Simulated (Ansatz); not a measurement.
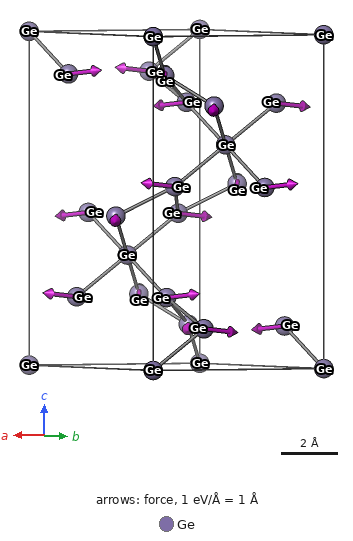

Starting geometry of a crystal of Ge (a generated structure, set up in R-3) (coarse preliminary run) with the computed forces as purple arrows. A ball-and-stick model of the conventional cell (3 times the calculation's cell), seen from a free direction. Lengths and directions refer to the drawn axes.

All numbers below come from DFT PBE, scalar-relativistic, plane waves, PAW (Ansatz 0.2.0).

Input
```yaml
crystal:
  lattice:
    - [3.1765562, 1.83398558, 4.01251547]
    - [-3.1765562, 1.83398558, 4.01251547]
    - [0.0, -3.66797116, 4.01251547]
  atoms:
    - { symbol: Ge, position: [0.4157399, 0.14013048, 0.81313237] }
    - { symbol: Ge, position: [0.81313237, 0.4157399, 0.14013048] }
    - { symbol: Ge, position: [0.14013048, 0.81313237, 0.4157399] }
    - { symbol: Ge, position: [0.5842601, 0.85986952, 0.18686763] }
    - { symbol: Ge, position: [0.18686763, 0.5842601, 0.85986952] }
    - { symbol: Ge, position: [0.85986952, 0.18686763, 0.5842601] }
    - { symbol: Ge, position: [0.0, 0.0, 0.0] }
basis:
  ecutwfc: 420
kpoints:
  mp_grid: { grid: [3, 3, 3] }
hamiltonian:
  xc: pbe
scf:
  occupations: { method: gaussian, width: 0.1 }
  lower_state_search: "off"
output:
  forces: true
  stress: true
  eigenvalues: true
relax:
  adjacent_minimum: "off"
  f_tol: 0.04
  max_steps: 70
  cell: { stress_tol: 0.4 }
```

Run as
```bash
ansatz run input.yaml --threads 1 --pin off --max-ram 2560MiB --backend cpu --events-out ev --progress --plain --runs-dir out
```

What follows when this structure is relaxed?

Answer. It isn't relaxed: the largest force vector, on Ge atoms, is 1.43 eV/Å. The final displacements follow the starting forces only in part (cosine between the two patterns 0.75). The energy falls by 326 meV per atom in 7 accepted moves (9 points after the start). Largest force component: 1.4 eV/Å at the start, 0.009 eV/Å at the end. The pressure goes from 18.53 to 0.21 GPa. At 2 points the geometry stayed and the basis and grid were re-selected for the new cell (energy shift of 7.9 meV per atom at most each time). The largest moves relative to the cell, 0.31 Å, are those of Ge1, Ge2, Ge3, Ge4, Ge5 and Ge6. Ge2 goes along [−1 1 0]. The volume changes by +15.6 %, with a = b 6.353 → 7.207 Å (+13.4 %), c 12.038 → 10.809 Å (−10.2 %). Near-neighbour distances that change, for instance: Ge1–Ge7 2.422 → 2.788 Å, Ge1–Ge4 2.371 → 2.577 Å, Ge1–Ge5 2.393 → 2.590 Å. Among the angles between lasting bonds that change: Ge4–Ge2–Ge5 88.4° → 110.6°, Ge5–Ge2–Ge7 91.2° → 75.0°, Ge1–Ge7–Ge2 86.5° → 99.3°. The space group stays R-3 (No. 148). Cost: 19 s on 1 thread of Intel(R) Xeon(R) Platinum 8559C (Emerald Rapids), on a shared host, peak memory 0.48 GiB.

Limits of the set-up: the k-point mesh is coarse for a cell with partly filled bands.
